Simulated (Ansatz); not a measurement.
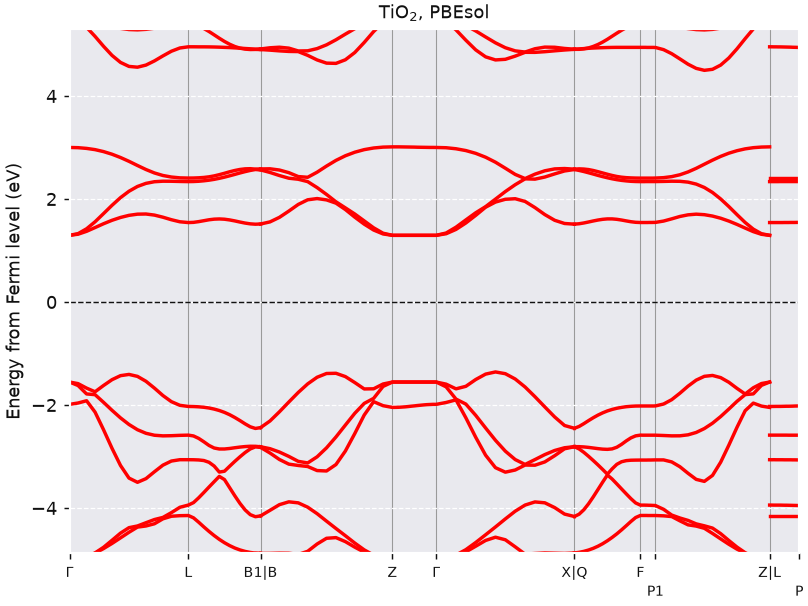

Band structure. Energies are counted from the Fermi level.

Calculation on TiO₂, space group R-3m (No. 166), 3 atoms in the primitive cell; a = 2.995 Å, c = 20.945 Å (hexagonal axes).

Ansatz 0.2.0; PBEsol, Ansatz PAW, no spin polarisation, no spin-orbit coupling, 10×10×10 k mesh, 420 eV cutoff.

Q: Read off the fundamental gap and say whether it is direct.

A: A semiconductor. The gap along this path is 2.65 eV and indirect, from the valence-band top between Γ and X to the conduction-band bottom at Γ; the smallest direct gap is 2.85 eV, at Γ.

Q: How much do the top valence band and the lowest conduction band disperse along the path?

A: The top valence band spans 1.1 eV and the lowest conduction band 0.7 eV.

Q: What are the direct gaps at Γ, F and P?

A: The direct gaps are 2.85 eV at Γ, 3.56 eV at F and 3.56 eV at P.

The PAW data sets were made with another functional. LDA, GGA and most meta-GGA functionals understate gaps. The cell is at −4 GPa in this functional. The usual form of TiO2 is rutile or anatase. In reduced coordinates of the cell that was run, L is (0.5, 0, 0), B1 is (0.5, 0.177, −0.177), B is (0.823, 0.5, 0.177), Z is (0.5, 0.5, 0.5), X is (0.338, 0, −0.338), Q is (0.662, 0.338, 0), F is (0.5, 0.5, 0), P1 is (0.662, 0.662, 0.177) and P is (0.823, 0.338, 0.338).
